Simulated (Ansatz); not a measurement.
Consider Al₇Co₈.

The calculation's input:

```
crystal:
  lattice:
    - [-0.00086, 0.001022, -5.668555]
    - [5.637189, 0.00686, -2.833418]
    - [-0.006779, -5.638448, -2.833256]
  atoms:
    - { symbol: Al, position: [0.5002706165, 0.500911529, 0.5006191723] }
    - { symbol: Al, position: [0.2511487655, 0.5010833266, 0.9990152921] }
    - { symbol: Al, position: [0.7492377658, 0.500720628, 0.0019791219] }
    - { symbol: Al, position: [0.2513345749, 0.9991662374, 0.5005854352] }
    - { symbol: Al, position: [0.7494108644, 0.002323112, 0.5001651823] }
    - { symbol: Al, position: [0.5001615429, 0.0008722642, 0.0005840571] }
    - { symbol: Al, position: [0.0001198209, 0.0008283341, 0.0006761125] }
    - { symbol: Co, position: [0.4889953255, 0.2554520228, 0.2550887168] }
    - { symbol: Co, position: [0.0025529999, 0.2557173648, 0.25530638] }
    - { symbol: Co, position: [0.2434890263, 0.2552192624, 0.7466915504] }
    - { symbol: Co, position: [0.7569144953, 0.2545725212, 0.7461499282] }
    - { symbol: Co, position: [0.2436183823, 0.7468754519, 0.2548762796] }
    - { symbol: Co, position: [0.7569232115, 0.7464369191, 0.25437603] }
    - { symbol: Co, position: [0.5110949984, 0.746579088, 0.746113745] }
    - { symbol: Co, position: [0.997868484, 0.7461706394, 0.7456765048] }
basis:
  ecutwfc: 420
kpoints:
  mp_grid: { grid: [7, 6, 6] }
hamiltonian:
  xc: pbe
scf:
  occupations: { method: gaussian, width: 0.1 }
  n_extra_bands: 8
output:
  forces: true
  stress: true
  eigenvalues: true
  populations: true
  dos:
    method: { smearing: { sigma: 0.1, scheme: gaussian } }
    projected: true
    de: 0.02
  write_density: true
  write_potential: true
  elf: true
  volumetric_format: npy
```

Launched as:

```sh
ansatz run input.yaml --threads 4 --pin off --max-ram 9216MiB --backend cpu --events-out ev --progress --plain --runs-dir out
```

Below, planes, directions and counts refer to the conventional cell (a = 5.67 Å, b = 7.96 Å, c = 7.98 Å, α = 90.01°, β = 90.00°, γ = 90.03°).

Space group Immm; a generated structure, not necessarily the stable one; computed without spin polarisation.

All numbers below come from Ansatz, DFT PBE, scalar-relativistic, plane waves, PAW.

> What can the converged valence pseudo-density and electron localisation function tell about the bonding?

Al–Co (2.43 Å): ρ is about 0.34 e/Å³ halfway; the ELF is about 0.40 at the midpoint.
Co–Co (2.76 Å): the density is about 0.27 e/Å³ at the midpoint; the ELF is about 0.40 at the midpoint.
Al–Co (2.47 Å): ρ is about 0.32 e/Å³ halfway; the ELF is about 0.35 at the midpoint.
Co–Co (2.91 Å): the density is about 0.24 e/Å³ at the midpoint; the ELF is about 0.40 at the midpoint.

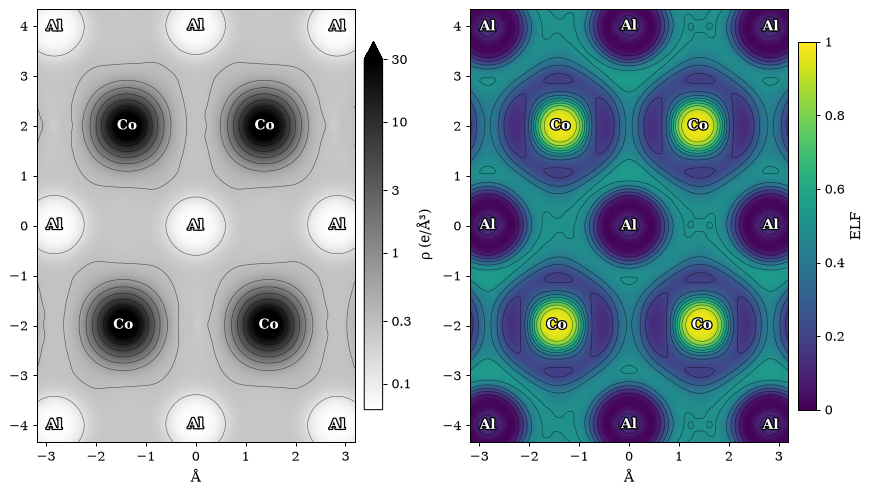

Computed valence pseudo-density and electron localisation function on the (010) plane of the conventional cell, in this order. 

The density is the valence pseudo-density of a PAW calculation; it isn't the true density close to the nuclei.
